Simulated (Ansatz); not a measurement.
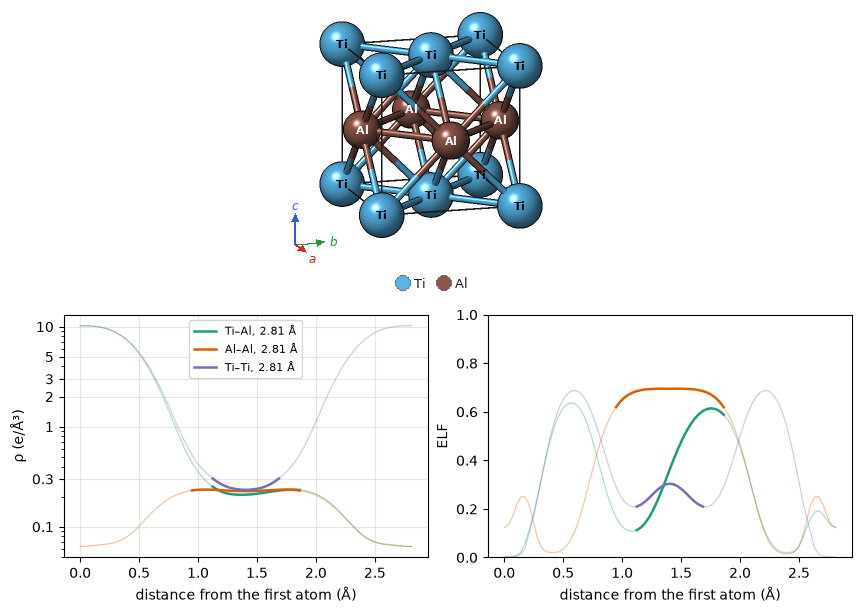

TiAl. Valence pseudo-density and electron localisation function along straight lines between neighbouring atoms. Thin, pale parts lie inside the atomic spheres. The structure is drawn too.

Space group Cmmm; changed on purpose from its base cell (band edges of the strained film's bulk); computed without spin polarisation.

All numbers below come from DFT PBEsol, scalar-relativistic, plane waves, PAW (Ansatz 0.2.0).

In a PAW calculation such maps are meaningful between the atoms, not at the nuclei.

Input file:

```
crystal:
  lattice:
    - [4.0125451411, 0.0, -0.0020298583]
    - [0.0, 4.0125456545, 0.0]
    - [-2.0072673657, 0.0, 1.9701188734]
  atoms:
    - { symbol: Ti, position: [0.0, 0.0, 0.0] }
    - { symbol: Al, position: [0.5, 0.5, 0.0] }
basis:
  ecutwfc: 420
kpoints:
  mp_grid: { grid: [9, 9, 17] }
hamiltonian:
  xc: pbesol
scf:
  occupations: { method: gaussian, width: 0.1 }
output:
  forces: true
  stress: true
  eigenvalues: true
  write_density: true
  write_potential: true
  elf: true
  volumetric_format: npy
```

Run with:

```sh
ansatz run input.yaml --threads 4 --pin off --max-ram 10240MiB --backend cpu --events-out ev --progress --plain --runs-dir out
```

Below, planes, directions and counts refer to the conventional cell (a = 3.94 Å, b = 4.01 Å, c = 4.01 Å, α = 90.00°, β = 90.00°, γ = 90.06°).

Compare the contacts.

Ti–Al (2.81 Å): ρ is about 0.21 e/Å³ halfway; the ELF is about 0.35 at the midpoint.
Al–Al (2.81 Å): ρ is about 0.23 e/Å³ halfway; the ELF peaks at about 0.70 between the atoms.
Ti–Ti (2.81 Å): ρ is about 0.23 e/Å³ halfway; the ELF is about 0.30 at the midpoint.
